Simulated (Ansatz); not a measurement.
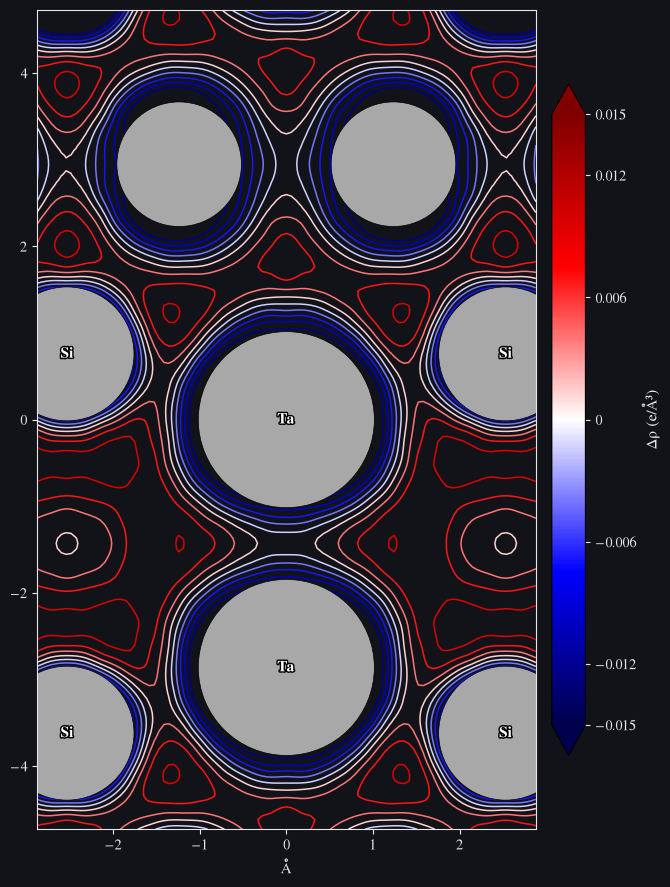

Ta$_{2}$Si. Difference of the valence pseudo-densities of two functionals at the same geometry, on the (110) plane of the calculation cell: one of LDA and r2SCAN less the other.

Both computed with Ansatz (plane waves, PAW), on the same k-point mesh. Grey discs cover the atomic cores.

Which was subtracted from which, and what does the map show?

It is r2SCAN less LDA. Against LDA, r2SCAN gives less density around Ta (−0.008 e/Å³ on average at 1.2 Å from the nucleus) and more density in the space between the atoms (+0.009 e/Å³ on average).
